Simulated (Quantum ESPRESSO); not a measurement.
# SiC (Moissanite 3C): modes at Γ and the response to a field

Aim: the zone-centre modes of SiC (Moissanite 3C).

Main program and level: Quantum ESPRESSO 7.5; DFT PBE, scalar-relativistic, plane waves, PseudoDojo norm-conserving pseudopotentials.

## Step 1: The structure

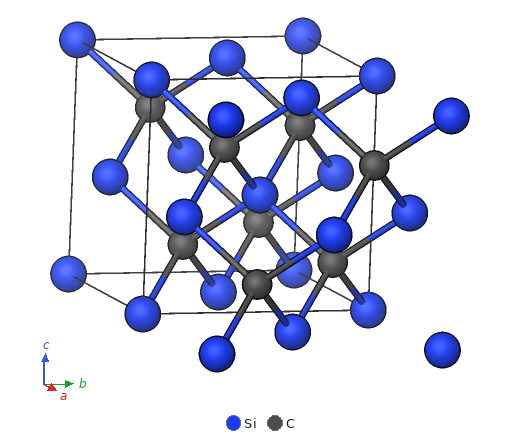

The starting structure, seen slightly off an axis (silicon blue, carbon dark grey). 2×1×1 cells are drawn. This picture shows the conventional cell, with its axes. Bonds to atoms that aren't drawn are left out. Some periodic images of atoms are drawn too.

Structure file:

```cif
data_structure
_symmetry_space_group_name_H-M 'P 1'
_symmetry_Int_Tables_number 1
_cell_length_a 3.0816
_cell_length_b 3.0816
_cell_length_c 3.0816
_cell_angle_alpha 60.000
_cell_angle_beta 60.000
_cell_angle_gamma 60.000
_cell_volume 20.69
loop_
_atom_site_label
_atom_site_type_symbol
_atom_site_fract_x
_atom_site_fract_y
_atom_site_fract_z
_atom_site_occupancy
Si1 Si 0.00000 0.00000 0.00000 1
C2 C 0.25000 0.25000 0.25000 1
```

## Step 2: A first look

A cheap run with smearing and empty bands tells whether the crystal has a gap, which decides between fixed occupations and smearing later on.

File probe.in:

```
 &control
    calculation='scf',
    prefix='x',
    outdir='./tmp',
    pseudo_dir='./pseudo',
    tprnfor=.true.,
    tstress=.true.,
    verbosity='high',
 /
 &system
    ibrav=2,
    celldm(1)=8.23542645,
    nat=2,
    ntyp=2,
    ecutwfc=90.0,
    occupations='smearing',
    smearing='gaussian',
    degauss=0.01,
 /
 &electrons
    conv_thr=1.0d-07,
    mixing_beta=0.7,
    electron_maxstep=100,
 /
ATOMIC_SPECIES
 Si     28.0850  Si.upf
 C      12.0110  C.upf
ATOMIC_POSITIONS crystal
 Si     0.000000000   0.000000000   0.000000000
 C      0.250000000   0.250000000   0.250000000
K_POINTS automatic
 8 8 8 0 0 0
```

Launch:

```sh
OMP_NUM_THREADS=1 mpirun -n 4 pw.x -nk 4 -in probe.in > probe.out
```

The log of the run:

```text
[banners, grids, parts of the stress and lines that vanish by symmetry left out]
Program PWSCF v.7.5
     bravais-lattice index     =            2
     lattice parameter (alat)  =       8.2354  a.u.
[...]
kinetic-energy cutoff     =      90.0000  Ry
     charge density cutoff     =     360.0000  Ry
     scf convergence threshold =      1.0E-07
[...]
Exchange-correlation= PBE
                           (   1   4   3   4   0   0   0)
[...]
24 Sym. Ops. (no inversion) found
[...]
(     0          1          0      )
                  (     0          0          1      )
[...]
(  0.0000000  1.0000000  0.0000000 )
                  (  0.0000000  0.0000000  1.0000000 )
[...]
(     1          0         -1      )
                  (     0          0         -1      )
[...]
(  0.0000000  1.0000000  0.0000000 )
[...]
(    -1          0          1      )
                  (    -1          0          0      )
[...]
(  0.0000000  0.0000000  1.0000000 )
                  (  0.0000000 -1.0000000  0.0000000 )
[...]
number of k points=    29  Gaussian smearing, width (Ry)=  0.0100
[...]
End of self-consistent calculation
[...]
the Fermi energy is    10.2971 ev
!    total energy              =     -20.54004111 Ry
[...]
convergence has been achieved in   8 iterations
[...]
atom    1 type  1   force =     0.00000000    0.00000000   -0.00000000
     atom    2 type  2   force =    -0.00000000   -0.00000000    0.00000000
[...]
Total force =     0.000000     Total SCF correction =     0.000000
[...]
total   stress  (Ry/bohr**3)                   (kbar)     P=       32.83
[...]
XML data file, charge density, pseudopotentials, collected wavefunctions

   JOB DONE.
```

It took 2.9 s on 4 MPI ranks of Intel Xeon 6975P-C (Granite Rapids), shared host; 11 s of CPU time.

This step gave:

- volume per atom: 10.35 Å³
- pressure: 3.283 GPa
- gap on the k-mesh: 1.362 eV

A gap of 1.4 eV opens on this mesh, so the crystal is taken as an insulator; the start stands at 3.3 GPa.

## Step 3: Relaxation

The relaxation runs at a cutoff a fifth above that of the response, since stress converges more slowly with the basis than frequencies do. Forces and stress are brought to rest with tight thresholds.

File relax.in:

```
 &control
    calculation='vc-relax',
    prefix='x',
    outdir='./tmp',
    pseudo_dir='./pseudo',
    tprnfor=.true.,
    tstress=.true.,
    forc_conv_thr=2.0d-05,
    etot_conv_thr=1.0d-07,
    nstep=40,
 /
 &system
    ibrav=2,
    celldm(1)=8.23542645,
    nat=2,
    ntyp=2,
    ecutwfc=108,
    occupations='fixed',
    nbnd=6,
 /
 &electrons
    conv_thr=1.0d-11,
    mixing_beta=0.7,
    electron_maxstep=100,
 /
 &ions
 /
 &cell
    press_conv_thr=0.2,
 /
ATOMIC_SPECIES
 Si     28.0850  Si.upf
 C      12.0110  C.upf
ATOMIC_POSITIONS crystal
 Si     0.000000000   0.000000000   0.000000000
 C      0.250000000   0.250000000   0.250000000
K_POINTS automatic
 10 10 10 0 0 0
```

Launch:

```sh
OMP_NUM_THREADS=1 mpirun -n 4 pw.x -nk 4 -in relax.in > relax.out
```

The log of the run:

```text
[banners, grids, parts of the stress and lines that vanish by symmetry left out]
[banner, memory and clock lines left out]
Program PWSCF v.7.5

[...]
kinetic-energy cutoff     =     108.0000  Ry
     charge density cutoff     =     432.0000  Ry
     scf convergence threshold =      1.0E-11
[...]
energy convergence thresh.=      1.0E-07
     force convergence thresh. =      2.0E-05
     press convergence thresh. =      2.0E-01
     Exchange-correlation= PBE
                           (   1   4   3   4   0   0   0)
[...]
24 Sym. Ops. (no inversion) found
[...]
number of k points=    47
[...]
End of self-consistent calculation
[...]
highest occupied, lowest unoccupied level (ev):     9.4945   10.8572
!    total energy              =     -20.54012736 Ry
[...]
convergence has been achieved in  16 iterations
[...]
atom    1 type  1   force =    -0.00000000   -0.00000000    0.00000000
     atom    2 type  2   force =     0.00000000    0.00000000   -0.00000000
     Total force =     0.000000     Total SCF correction =     0.000000
[...]
total   stress  (Ry/bohr**3)                   (kbar)     P=       32.73
[...]
number of bfgs steps    =   0
[...]
CELL_PARAMETERS (alat=  8.23542645)
[...]
ATOMIC_POSITIONS (crystal)
Si               0.0000000000        0.0000000000       -0.0000000000
C                0.2500000000        0.2500000000        0.2500000000
[...]
New effective cutoffs (rho, wfc):  425.99  106.80
[...]
End of self-consistent calculation
[...]
highest occupied, lowest unoccupied level (ev):     9.2865   10.6639
!    total energy              =     -20.54035673 Ry
[...]
convergence has been achieved in  12 iterations
[...]
atom    1 type  1   force =    -0.00000000   -0.00000000    0.00000000
     atom    2 type  2   force =     0.00000000    0.00000000    0.00000000
     Total force =     0.000000     Total SCF correction =     0.000000
[...]
total   stress  (Ry/bohr**3)                   (kbar)     P=       -3.43
[...]
number of bfgs steps    =   1
[...]
CELL_PARAMETERS (alat=  8.23542645)
[...]
ATOMIC_POSITIONS (crystal)
Si               0.0000000000        0.0000000000       -0.0000000000
C                0.2500000000        0.2500000000        0.2500000000
[...]
New effective cutoffs (rho, wfc):  426.44  106.91
[...]
End of self-consistent calculation
[...]
highest occupied, lowest unoccupied level (ev):     9.3063   10.6823
!    total energy              =     -20.54035942 Ry
[...]
convergence has been achieved in  10 iterations
[...]
atom    1 type  1   force =    -0.00000000    0.00000000   -0.00000000
     atom    2 type  2   force =     0.00000000   -0.00000000    0.00000000
     Total force =     0.000000     Total SCF correction =     0.000000
[...]
total   stress  (Ry/bohr**3)                   (kbar)     P=       -0.07
[...]
number of bfgs steps    =   2
[...]
small trust_radius: resetting bfgs history
[...]
CELL_PARAMETERS (alat=  8.23542645)
[...]
ATOMIC_POSITIONS (crystal)
Si               0.0000000000        0.0000000000       -0.0000000000
C                0.2500000000        0.2500000000        0.2500000000
[...]
New effective cutoffs (rho, wfc):  426.46  106.91
[...]
End of self-consistent calculation
[...]
highest occupied, lowest unoccupied level (ev):     9.3068   10.6828
!    total energy              =     -20.54035942 Ry
[...]
convergence has been achieved in   5 iterations
[...]
atom    1 type  1   force =    -0.00000000   -0.00000000   -0.00000000
     atom    2 type  2   force =     0.00000000    0.00000000   -0.00000000
     Total force =     0.000000     Total SCF correction =     0.000000
[...]
total   stress  (Ry/bohr**3)                   (kbar)     P=        0.01
[...]
bfgs converged in   4 scf cycles and   3 bfgs steps
[...]
End of BFGS Geometry Optimization
     Final enthalpy           =     -20.5403594194 Ry
     File ./tmp/x.bfgs deleted, as requested
[...]
CELL_PARAMETERS (alat=  8.23542645)
[...]
ATOMIC_POSITIONS (crystal)
Si               0.0000000000        0.0000000000       -0.0000000000
C                0.2500000000        0.2500000000        0.2500000000
[...]
Final scf calculation at the relaxed structure.
[...]
kinetic-energy cutoff     =     108.0000  Ry
     charge density cutoff     =     432.0000  Ry
     scf convergence threshold =      1.0E-13
[...]
press convergence thresh. =      2.0E-01
     Exchange-correlation= PBE
                           (   1   4   3   4   0   0   0)
[...]
24 Sym. Ops. (no inversion) found
[...]
number of k points=    47
[...]
c_bands:  1 eigenvalues not converged
     c_bands:  1 eigenvalues not converged
     c_bands:  1 eigenvalues not converged
[...]
End of self-consistent calculation
[...]
highest occupied, lowest unoccupied level (ev):     9.3068   10.6828
!    total energy              =     -20.54036067 Ry
[...]
convergence has been achieved in  17 iterations
[...]
atom    1 type  1   force =    -0.00000000   -0.00000000    0.00000000
     atom    2 type  2   force =     0.00000000    0.00000000   -0.00000000
     Total force =     0.000000     Total SCF correction =     0.000000
[...]
total   stress  (Ry/bohr**3)                   (kbar)     P=       -0.00
[...]
XML data file, charge density, pseudopotentials, collected wavefunctions
```

It took 18 s on 4 MPI ranks; 71 s of CPU time.

Relaxation path:

```tsv
step	energy less that of the first step (eV)	largest force (eV/Å)	pressure (GPa)	volume (Å³)
1	0.0000	0.0000	3.27	20.69
2	-0.0031	0.0000	-0.34	21.04
3	-0.0032	0.0000	-0.01	21.01
4	-0.0032	0.0000	0.00	21.00
5	-0.0032	0.0000	0.00	21.00
```

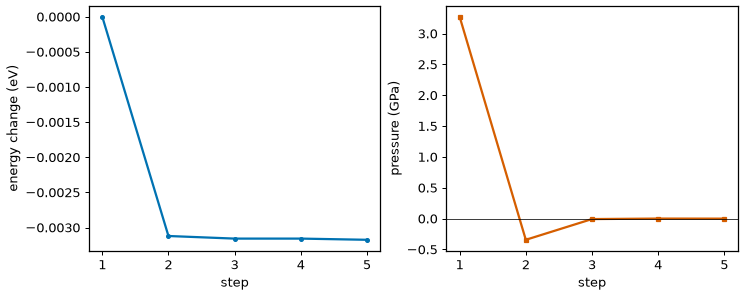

Energy and pressure along the relaxation.

```tsv
conventional cell, symmetrised	before	after	change
a (Å)	4.358	4.380	+0.5 %
b (Å)	4.358	4.380	+0.5 %
c (Å)	4.358	4.380	+0.5 %
volume (Å³/atom)	10.35	10.50	+1.5 %
```

Final coordinates:

```cif
data_structure
_symmetry_space_group_name_H-M 'P 1'
_symmetry_Int_Tables_number 1
_cell_length_a 3.0970
_cell_length_b 3.0970
_cell_length_c 3.0970
_cell_angle_alpha 60.000
_cell_angle_beta 60.000
_cell_angle_gamma 60.000
_cell_volume 21.00
loop_
_atom_site_label
_atom_site_type_symbol
_atom_site_fract_x
_atom_site_fract_y
_atom_site_fract_z
_atom_site_occupancy
Si1 Si 0.00000 0.00000 0.00000 1
C2 C 0.25000 0.25000 0.25000 1
```

The last row of the table of steps is pw.x's closing run on a basis chosen anew for the final cell, so its energy can jump.

Read from the output:

```
volume per atom   : 10.50 Å³
pressure          : 0 GPa
gap on the k-mesh : 1.376 eV
```

The volume changes by +1.5 % from the cell with which this run began.

## Step 4: Self-consistent run for the response

The response is built on this ground state, so it is converged far tighter than an energy would need. With a gap, occupations are fixed, which also allows the response to an electric field.

File scf.in:

```
 &control
    calculation='scf',
    prefix='x',
    outdir='./tmp',
    pseudo_dir='./pseudo',
    tprnfor=.true.,
    tstress=.true.,
 /
 &system
    ibrav=2,
    celldm(1)=8.27673518,
    nat=2,
    ntyp=2,
    ecutwfc=90.0,
    occupations='fixed',
    nbnd=6,
 /
 &electrons
    conv_thr=1.0d-12,
    mixing_beta=0.7,
    electron_maxstep=100,
 /
ATOMIC_SPECIES
 Si     28.0850  Si.upf
 C      12.0110  C.upf
ATOMIC_POSITIONS crystal
 Si     0.000000000   0.000000000   0.000000000
 C      0.250000000   0.250000000   0.250000000
K_POINTS automatic
 12 12 12 0 0 0
```

Launch:

```sh
OMP_NUM_THREADS=1 mpirun -n 4 pw.x -nk 4 -in scf.in > scf.out
```

The log of the run:

```text
[banners, grids, parts of the stress and lines that vanish by symmetry left out]
[banner, memory and clock lines left out]
Program PWSCF v.7.5

[...]
kinetic-energy cutoff     =      90.0000  Ry
     charge density cutoff     =     360.0000  Ry
     scf convergence threshold =      1.0E-12
[...]
Exchange-correlation= PBE
                           (   1   4   3   4   0   0   0)
[...]
24 Sym. Ops. (no inversion) found
[...]
number of k points=    72
[...]
c_bands:  1 eigenvalues not converged
[...]
End of self-consistent calculation
[...]
highest occupied, lowest unoccupied level (ev):     9.3066   10.6827
!    total energy              =     -20.54036039 Ry
[...]
convergence has been achieved in  22 iterations
[...]
atom    1 type  1   force =     0.00000000    0.00000000   -0.00000000
     atom    2 type  2   force =     0.00000000    0.00000000    0.00000000
     Total force =     0.000000     Total SCF correction =     0.000000
[...]
total   stress  (Ry/bohr**3)                   (kbar)     P=        0.02
[...]
XML data file, charge density, pseudopotentials, collected wavefunctions
```

Run time: 5.1 s. Hardware: 4 MPI ranks.

Numbers from this step:

* pressure: 0.002 GPa

The cell stands at 0.002 GPa, close enough for phonons.

[end of part 1 of 5]

[Host names and launcher messages were left out of these logs when they were recorded.]

[Logs are printed without paths, hosts, clocks, repeated set-up lines and the standing remarks that a program may print on its own settings, such as how far it seeks lower states.]

[Hosts, paths, dates, database ids (printed as entryN), source tags and the programs' standing remarks are cut or masked in the printed files.]
